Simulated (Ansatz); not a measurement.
System: rocksalt CaO, space group Fm-3m (No. 225), 2 atoms in the primitive cell, relaxed with r2SCAN; cubic a = 4.795 Å. Starting point: HSE06, Ansatz PAW set, no spin polarisation, no spin-orbit coupling, 6×6×6 k mesh, 420 eV cutoff, fixed occupations (Ansatz). Many-body step: G0W0 with empty bands 151, screening cutoff 180 eV and frequency treatment contour deformation.

In HSE06 the smallest gap over these k points is 5.31 eV, with direct gaps of 5.73 eV at X, 6.25 eV at (0.00, 0.33, 0.33) and 6.31 eV at Γ.

**What does G0W0 give?**

Over the k points that were corrected, the smallest gap goes from 5.31 eV in HSE06 (Γ to X) to 6.61 eV in G0W0 (Γ to X), a change of +1.30 eV (+24 %). Counted from the valence top, the lowest empty level moves by +1.30 eV at X, +1.36 eV at (0.00, 0.33, 0.33) and +0.89 eV at Γ; over the 10 points that were corrected the shifts run from +0.89 to +1.55 eV: a spread of 0.66 eV on a mean of 1.33 eV, so one scissor shift doesn't describe this level. Only two empty levels a point were corrected, so a higher one could drop under them. At (0.00, 0.17, 0.17) two empty levels change order: the one that is lowest in HSE06 moves by +1.53 eV. The top filled level also moves against the valence top, by −0.09 eV at (0.00, 0.17, −0.33). The quasiparticle weight (renormalisation factor) lies between 0.79 and 0.86 for the top filled and first empty levels.

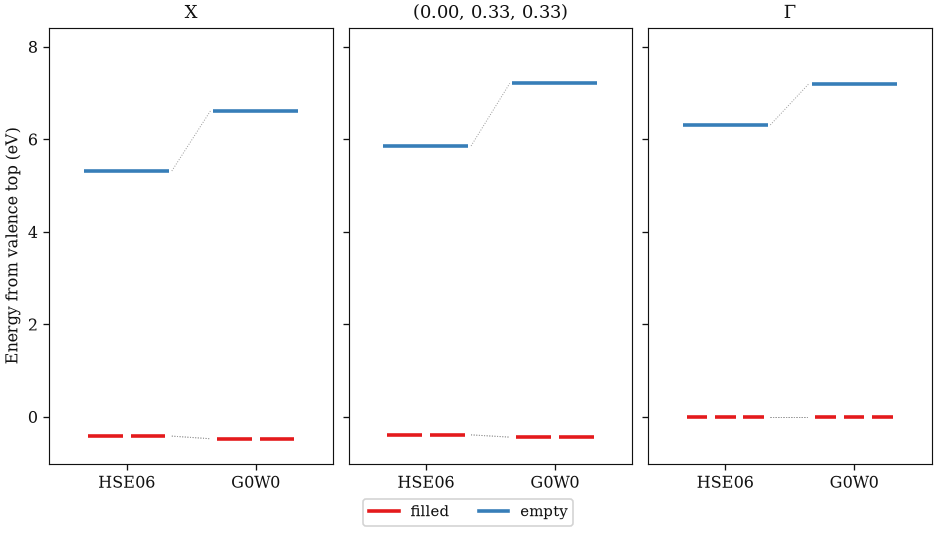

Levels at X, (0.00, 0.33, 0.33) and Γ in HSE06 and in G0W0, each set counted from its own valence top. Degenerate partners of corrected states are drawn at the same energy at named points, and can be missing at the others.

| k point | HSE06 direct gap (eV) | G0W0 direct gap (eV) |
| --- | --- | --- |
| X | 5.73 | 7.09 |
| (0.00, 0.33, 0.33) | 6.25 | 7.65 |
| Γ | 6.31 | 7.20 |

The PAW data sets were made with another functional. Bands, cutoffs and mesh are finite, so these values aren't at the basis limit.
